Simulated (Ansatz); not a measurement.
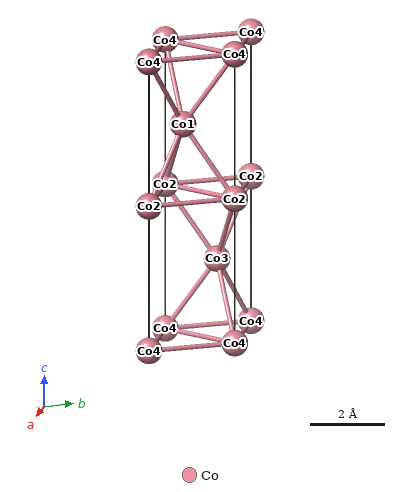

Fig. 1: The structure as given in the input (ball-and-stick view of the cell of the calculation, seen slightly off an axis; atoms are numbered from 1 in the order of the input). Near neighbours in the crystal (not all of them lie inside the picture): Co has 12 Co at 2.47 Å.

## Two runs on Co

System: Co (P6₃/mmc, 4 atoms in the cell).
Method of run 1: Kohn-Sham DFT of a periodic cell, PBE, Ansatz PAW, spin-polarised (Ansatz 0.2.0).

The structure derives from a Materials Project entry. Text and figures count atoms from 1; the logs count them from 0 in places.

The input, run 1:
```yaml
crystal:
  lattice:
    - [2.4705617809, 0.0, 0.0]
    - [-1.2352808905, 2.1395692639, 0.0]
    - [0.0, 0.0, 8.0882338]
  atoms:
    - { symbol: Co, position: [0.6666666667, 0.3333333333, 0.75], spin: 2.0 }
    - { symbol: Co, position: [0.0, 0.0, 0.5], spin: 2.0 }
    - { symbol: Co, position: [0.3333333333, 0.6666666667, 0.25], spin: 2.0 }
    - { symbol: Co, position: [0.0, 0.0, 0.0], spin: 2.0 }
hamiltonian:
  xc: pbe
  pseudopotentials: { kind: paw }
magnetization:
  spin_polarized: true
kpoints:
  mp_grid: { grid: [12, 12, 4] }
scf:
  occupations: { method: fermi_dirac, width: 0.05 }
basis:
  ecutwfc: "300 eV"
output:
  forces: true
  stress: true
  eigenvalues: true
```

Command:
```bash
ansatz run input.yaml --threads 2 --pin off --max-ram 5120MiB --backend cpu --events-out ev --progress --plain --runs-dir out
```

Hardware: 2 threads of Arm Neoverse V1, 24 GiB of memory available, shared host.

Output, shortened to warnings, some set-up lines, iterations and results (run 1):
```
Warning: basis.ecutwfc = 300 eV is below the records' recommended 420 eV, and the density's cutoff is lower with it unless basis.ecutrho_ratio is high enough to keep the records' density cutoff: compare with a run at a higher cutoff
Basis set: ecut = 300 eV, 515 PW (Γ), exchange–correlation on 30×30×96 points (8 copies of the dense FFT grid, shifted against one another)
Symmetry: 24 space group operations
k-points: 57 of 576
Initial density: superposition of atomic densities (chi_scale 0.1, normalization cell)
[...]
SCF iter   1: F=—  HF=-20501.453106 eV  |F-HF|=—  |Δ(HF+E_count)|=         —  Δρ=8.19e-2 (↑6.41e-2 ↓8.19e-2)  dr2=4.72e0  dr2_m=1.06e-1  M=6.911 μB ∫|m|=7.168 μB  β_m=0.30  …
SCF iter   2: F=—  HF=-20499.394088 eV  |F-HF|=—  |Δ(HF+E_count)|=    2.06e0  Δρ=2.19e-2 (↑1.41e-2 ↓2.19e-2)  dr2=7.36e-2  dr2_m=1.05e-1  M=6.948 μB ∫|m|=7.292 μB  β_m=0.32  …
SCF iter   3: F=—  HF=-20500.443627 eV  |F-HF|=—  |Δ(HF+E_count)|=    1.05e0  Δρ=2.35e-2 (↑2.35e-2 ↓1.09e-2)  dr2=1.63e-1  dr2_m=4.66e-2  M=6.858 μB ∫|m|=7.267 μB  β_m=0.32  …
SCF iter   4: F=—  HF=-20502.092243 eV  |F-HF|=—  |Δ(HF+E_count)|=    1.65e0  Δρ=9.72e-3 (↑6.48e-3 ↓9.72e-3)  dr2=6.57e-2  dr2_m=7.74e-3  M=6.654 μB ∫|m|=7.178 μB  β_m=0.61  …
SCF iter   5: F=—  HF=-20502.310947 eV  |F-HF|=—  |Δ(HF+E_count)|=   2.19e-1  Δρ=7.22e-3 (↑3.28e-3 ↓7.22e-3)  dr2=1.70e-2  dr2_m=7.80e-3  M=6.519 μB ∫|m|=7.115 μB  β_m=0.60  …
SCF iter   6: F=—  HF=-20502.302252 eV  |F-HF|=—  |Δ(HF+E_count)|=   8.69e-3  Δρ=2.55e-3 (↑1.19e-3 ↓2.55e-3)  dr2=3.01e-3  dr2_m=6.14e-4  M=6.540 μB ∫|m|=7.125 μB  β_m=0.66  …
SCF iter   7: F=—  HF=-20502.306423 eV  |F-HF|=—  |Δ(HF+E_count)|=   4.17e-3  Δρ=1.61e-3 (↑7.34e-4 ↓1.61e-3)  dr2=1.20e-3  dr2_m=2.18e-4  M=6.528 μB ∫|m|=7.118 μB  β_m=0.71  …
SCF iter   8: F=—  HF=-20502.308583 eV  |F-HF|=—  |Δ(HF+E_count)|=   2.16e-3  Δρ=3.31e-4 (↑2.37e-4 ↓3.31e-4)  dr2=2.02e-5  dr2_m=2.60e-5  M=6.511 μB ∫|m|=7.108 μB  β_m=0.82  …
SCF iter   9: F=—  HF=-20502.308587 eV  |F-HF|=—  |Δ(HF+E_count)|=   3.69e-6  Δρ=6.62e-5 (↑5.91e-5 ↓6.62e-5)  dr2=2.42e-6  dr2_m=6.21e-7  M=6.510 μB ∫|m|=7.106 μB  β_m=0.91  …
SCF iter  10: F=—  HF=-20502.308590 eV  |F-HF|=—  |Δ(HF+E_count)|=   3.50e-6  Δρ=4.69e-5 (↑1.00e-5 ↓4.69e-5)  dr2=8.05e-7  dr2_m=1.74e-7  M=6.511 μB ∫|m|=7.106 μB  β_m=0.96  …
SCF iter  11: F=—  HF=-20502.308590 eV  |F-HF|=—  |Δ(HF+E_count)|=   1.60e-7  Δρ=3.65e-5 (↑1.08e-5 ↓3.65e-5)  dr2=7.37e-7  dr2_m=6.98e-8  M=6.511 μB ∫|m|=7.106 μB  β_m=0.98  …
SCF iter  12: F=—  HF=-20502.308590 eV  |F-HF|=—  |Δ(HF+E_count)|=   3.05e-8  Δρ=7.66e-6 (↑4.71e-6 ↓7.66e-6)  dr2=3.45e-8  dr2_m=2.75e-9  M=6.511 μB ∫|m|=7.106 μB  β_m=0.87  …
SCF iter  13: F=-20502.308590 eV  HF=-20502.308590 eV  |F-HF|=7.50e-9  |Δ(HF+E_count)|=   3.33e-9  Δρ=4.55e-6 (↑1.67e-6 ↓4.55e-6)  dr2=9.64e-9  dr2_m=1.04e-9  M=6.511 μB …
SCF 1 converged in 13 iterations: F = -20502.308590 eV  dr2 = 9.64e-9
SCF converged after 13 iterations
Magnetization: 6.5106 μB (37.2553 up, 30.7447 down)
Absolute magnetization: 7.1074 μB (∫|ρ↑−ρ↓|, with the PAW one-centre terms)
Spin contamination: 0.1008 ħ² per cell (⟨S²⟩ above its minimum at these occupations)
Per-site moments (μB) at R_I (Å): [(1.7040441785166678, 1.0191067346264122), (1.686188751345382, 1.0191067346264122), (1.7040441785166682, 1.0191067346264122), (1.686188751345381, 1.0191067346264122)]
Free energy (F): -20502.308590 eV
Harris-Foulkes:  -20502.308590 eV  (|F-HF|=7.50e-9)
Internal energy: -20502.273843 eV  (E = F + TS)
E sigma→0 (E₀):  -20502.291217 eV
Entropy (-TS):   -0.034747 eV (-8.687 meV/atom)
Fermi energy:    18.935160 eV
--- Per-component energies (eV) ---
  E_band       = -967.330657
  E_kinetic    = 1820.034327
  E_local      = -11288.376934  (includes V_loc(G=0)·N_el)
  E_nonlocal   = 1872.834059
  E_hartree    = 4751.253945
  E_xc         = -634.774664
  E_vxc        = -819.104357  (∫ρ·V_xc dr)
  E_paw        = -6110.370315  (= ΣΔE_a)
  E_vpaw       = -2055.202797  (= ΣTr[D̂ρ^β])
  E_aug_tail   = -0.013060  (compensation charges beyond the density's cutoff)
  E_ewald      = -10912.861201
  E_smearing   = -0.034747  (= −TS)
  E_closure    = -0.000000  (closes the sum)
  Σ components = -20502.308590   (vs F -20502.308590, Δ=0.00e0)
--- Forces (eV/Å), atoms counted from 1 ---
  atom   1  Co     0.00000000     0.00000000     0.00000000
  atom   2  Co     0.00000000     0.00000000    -0.00000000
  atom   3  Co    -0.00000000     0.00000000     0.00000000
  atom   4  Co    -0.00000000    -0.00000000    -0.00000000
  max |Σ_I F_I| component: 8.10e-18 eV/Å
--- Stress (GPa, compression-positive) ---
       11.813518       0.000000       0.000000
        0.000000      11.813518       0.000000
        0.000000       0.000000       8.214611
  P = ⅓ Tr σ = 10.6139 GPa (106.139 kbar)
```

For run 2 the input was changed thus:
```diff
-  pseudopotentials: { kind: paw }
+  pseudopotentials: { kind: nc }
-basis:
-  ecutwfc: "300 eV"
```

What does this change do to the results?

The total energies belong to different models, so their difference says nothing on which is more stable or more accurate. The net moment of the cell goes from 6.51 to 6.67 μB. The pressure goes from 10.61 to 5.01 GPa. The SCF takes 9 iterations against 13. The plane waves at Γ go from 515 to 4613. On the same kind of shared host run 2 took about 3.3 times as long.

Output, shortened to warnings, some set-up lines, iterations and results (run 2):
```
Basis set: ecut = 1306.14654 eV, 4613 PW (Γ), exchange–correlation on 60×60×192 points (8 copies of the dense FFT grid, shifted against one another)
Symmetry: 24 space group operations
k-points: 57 of 576
Initial density: superposition of atomic densities (chi_scale 0.1, normalization cell)
[...]
SCF iter   1: F=—  HF=-16657.026016 eV  |F-HF|=—  |Δ(HF+E_count)|=         —  Δρ=8.74e-2 (↑8.74e-2 ↓6.80e-2)  dr2=3.35e-1  dr2_m=2.26e0  M=6.661 μB ∫|m|=6.792 μB  β_m=0.30  …
SCF iter   2: F=—  HF=-16657.155237 eV  |F-HF|=—  |Δ(HF+E_count)|=   1.29e-1  Δρ=5.87e-2 (↑5.87e-2 ↓5.03e-2)  dr2=6.92e-2  dr2_m=1.14e0  M=6.639 μB ∫|m|=6.864 μB  β_m=0.30  …
SCF iter   3: F=—  HF=-16657.255139 eV  |F-HF|=—  |Δ(HF+E_count)|=   9.99e-2  Δρ=3.93e-2 (↑3.93e-2 ↓3.88e-2)  dr2=5.21e-2  dr2_m=5.81e-1  M=6.622 μB ∫|m|=6.929 μB  β_m=0.13  …
SCF iter   4: F=—  HF=-16657.326847 eV  |F-HF|=—  |Δ(HF+E_count)|=   7.17e-2  Δρ=2.56e-2 (↑2.49e-2 ↓2.56e-2)  dr2=1.22e-2  dr2_m=2.42e-1  M=6.611 μB ∫|m|=6.996 μB  β_m=0.42  …
SCF iter   5: F=—  HF=-16657.402331 eV  |F-HF|=—  |Δ(HF+E_count)|=   7.55e-2  Δρ=5.52e-3 (↑3.75e-3 ↓5.52e-3)  dr2=9.95e-4  dr2_m=8.07e-3  M=6.629 μB ∫|m|=7.206 μB  β_m=0.71  …
SCF iter   6: F=—  HF=-16657.406197 eV  |F-HF|=—  |Δ(HF+E_count)|=   3.87e-3  Δρ=2.87e-3 (↑2.87e-3 ↓2.79e-3)  dr2=1.45e-3  dr2_m=2.68e-3  M=6.647 μB ∫|m|=7.261 μB  β_m=0.86  …
SCF iter   7: F=—  HF=-16657.407357 eV  |F-HF|=—  |Δ(HF+E_count)|=   1.16e-3  Δρ=1.61e-4 (↑9.86e-5 ↓1.61e-4)  dr2=4.62e-6  dr2_m=4.13e-6  M=6.672 μB ∫|m|=7.322 μB  β_m=0.92  …
SCF iter   8: F=—  HF=-16657.408157 eV  |F-HF|=—  |Δ(HF+E_count)|=   8.00e-4  Δρ=3.67e-5 (↑2.43e-5 ↓3.67e-5)  dr2=5.50e-7  dr2_m=1.06e-7  M=6.671 μB ∫|m|=7.320 μB  β_m=0.96  …
SCF iter   9: F=-16657.408157 eV  HF=-16657.408157 eV  |F-HF|=1.56e-8  |Δ(HF+E_count)|=   5.69e-8  Δρ=1.17e-5 (↑6.83e-6 ↓1.17e-5)  dr2=5.65e-8  dr2_m=9.02e-9  M=6.671 μB …
SCF 1 converged in 9 iterations: F = -16657.408157 eV  dr2 = 5.65e-8
SCF converged after 9 iterations
Magnetization: 6.6714 μB (37.3357 up, 30.6643 down)
Absolute magnetization: 7.3196 μB (∫|ρ↑−ρ↓|)
Spin contamination: 0.1185 ħ² per cell (⟨S²⟩ above its minimum at these occupations)
Per-site moments (μB) at R_I (Å): [(1.7516625934303358, 1.0191067346264122), (1.7323165669782, 1.0191067346264122), (1.7516625934303358, 1.0191067346264122), (1.7323165669781997, 1.0191067346264122)]
Free energy (F): -16657.408157 eV
Harris-Foulkes:  -16657.408157 eV  (|F-HF|=1.56e-8)
Internal energy: -16657.376375 eV  (E = F + TS)
E sigma→0 (E₀):  -16657.392266 eV
Entropy (-TS):   -0.031782 eV (-7.945 meV/atom)
Fermi energy:    19.619379 eV
--- Per-component energies (eV) ---
  E_band       = -922.556620
  E_kinetic    = 7376.345441
  E_local      = -12078.124840  (includes V_loc(G=0)·N_el)
  E_nonlocal   = -2048.802396
  E_hartree    = 4058.721219
  E_xc         = -3052.654597
  E_vxc        = -2289.422787  (∫ρ·V_xc dr)
  E_ewald      = -10912.861201
  E_smearing   = -0.031782  (= −TS)
  E_closure    = -0.000000  (closes the sum)
  Σ components = -16657.408157   (vs F -16657.408157, Δ=0.00e0)
--- Forces (eV/Å), atoms counted from 1 ---
  atom   1  Co     0.00000000     0.00000000     0.00000000
  atom   2  Co    -0.00000000    -0.00000000     0.00000000
  atom   3  Co     0.00000000    -0.00000000     0.00000000
  atom   4  Co     0.00000000    -0.00000000     0.00000000
  max |Σ_I F_I| component: 1.62e-17 eV/Å
--- Stress (GPa, compression-positive) ---
        6.327407       0.000000       0.000000
        0.000000       6.327407       0.000000
        0.000000       0.000000       2.381152
  P = ⅓ Tr σ = 5.0120 GPa (50.120 kbar)
```

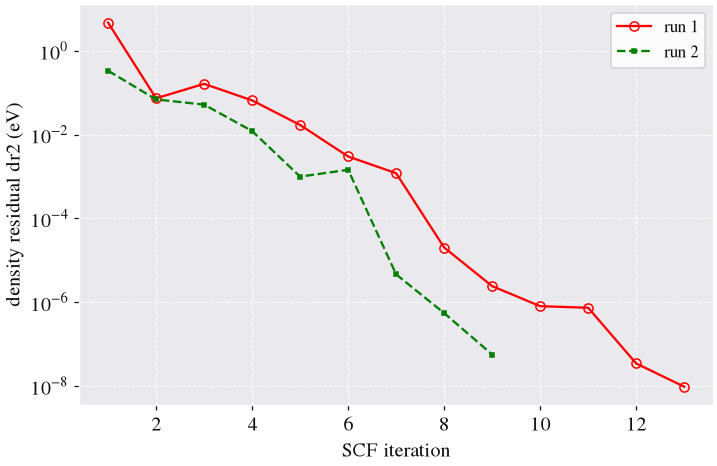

Fig. 2: Convergence of the two runs: density residual dr2 against the SCF iteration. Run 1 takes 13 iterations in all, and run 2 takes 9.

The two runs side by side:

```csv
quantity,run 1,run 2
outcome,converged,converged
free energy per atom (eV),−5125.5771,−4164.3520
"energy per atom, smearing taken to zero (eV)",−5125.5728,−4164.3481
gap on the mesh (eV),0.00,0.00
net moment of the cell (μB),6.51,6.67
absolute moment of the cell (μB),7.11,7.32
pressure (GPa),10.61,5.01
largest force (eV/Å),0.000,0.000
SCF iterations,13,9
irreducible k-points,57,57
plane waves at Γ,515,4613
wall time (shared host),8.3 s,27 s
```

For run 1: Warnings: the cutoff is below the recommended one.
